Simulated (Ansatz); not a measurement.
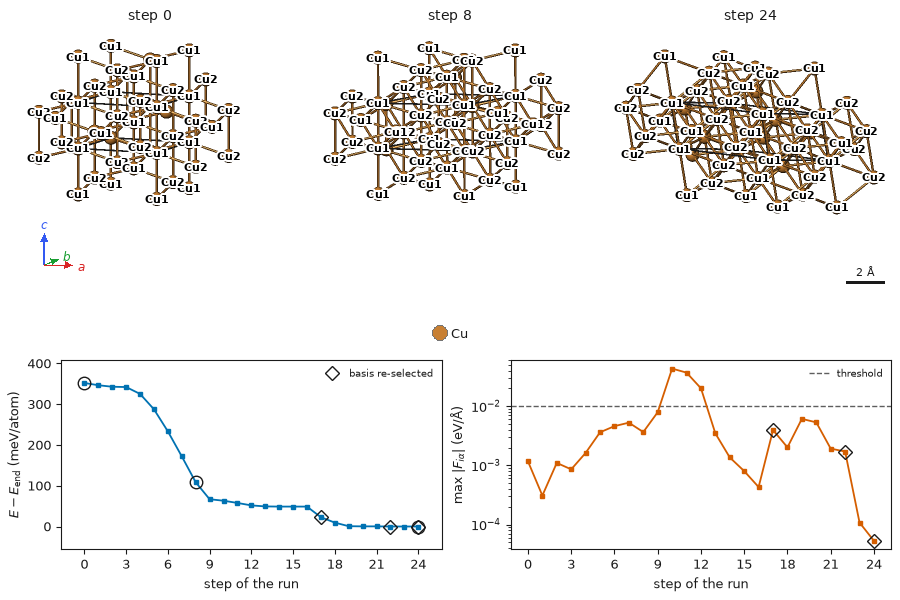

Frames of a relaxation of solid Cu (a generated structure, set up in I4_1/amd), marked on the history of the run. A ball-and-stick model of the conventional cell (2 times the calculation's cell), seen slightly off an axis. Lengths and directions refer to the drawn axes.

Phase: beta-Sn type.

Computed with Ansatz 0.2.0, DFT, r2SCAN, plane waves (500 eV) with PAW, scalar-relativistic. (plane-wave cutoff 500 eV; k-point mesh 14 × 14 × 10; occupations fermi dirac; smearing width 0.1 eV; no spin polarisation; cell and atoms relaxed; force threshold 0.01 eV/Å; at most 60 steps)

**Describe the path.**

The energy falls by 352 meV per atom in 21 accepted moves (24 points after the start). Largest force component: 0.0012 eV/Å at the start, under 0.0001 eV/Å at the end. Pressure: 2.07 GPa at the start and 0.00 GPa at the end. The SCF was repeated 3 times at an unchanged geometry on a basis and grid sized afresh for the cell, which shifted the energy by 26.1 meV per atom at most. The largest moves relative to the cell, 0.18 Å, are those of Cu1 and Cu2. Cu1 goes along [1 −1 0]. The drawn cell changes as follows: a = b 4.495 → 4.844 Å (+7.8 %), c 2.454 → 2.530 Å (+3.1 %), α 90.0° → 105.1°, β 90.0° → 105.1°, γ 90.0° → 53.8°; the volume changes by −7.6 %. Near-neighbour distances that change, for instance: Cu1–Cu1 3.407 → 2.531 Å, Cu1–Cu2 2.905 → 2.532 Å, Cu1–Cu2 (another image) 2.330 → 2.529 Å, Cu1–Cu1 (another image) 2.454 → 2.530 Å. New bonds form: Cu1–Cu1 (3.41 → 2.53 Å), Cu2–Cu2 (3.41 → 2.53 Å). Bond angles that change, for instance: Cu2–Cu1–Cu2 94.0° → 146.3°, Cu2–Cu1–Cu2 94.0° → 60.1°, Cu2–Cu1–Cu2 94.0° → 109.5°. The space group (tolerance 0.01 Å) goes from I4_1/amd (No. 141) to P6_3/mmc (No. 194). From step 0 to 8: volume −7.0 %, energy −244 meV per atom. From step 8 to 24: Cu atoms move most (0.18 Å), volume −0.6 %, energy −109 meV per atom.
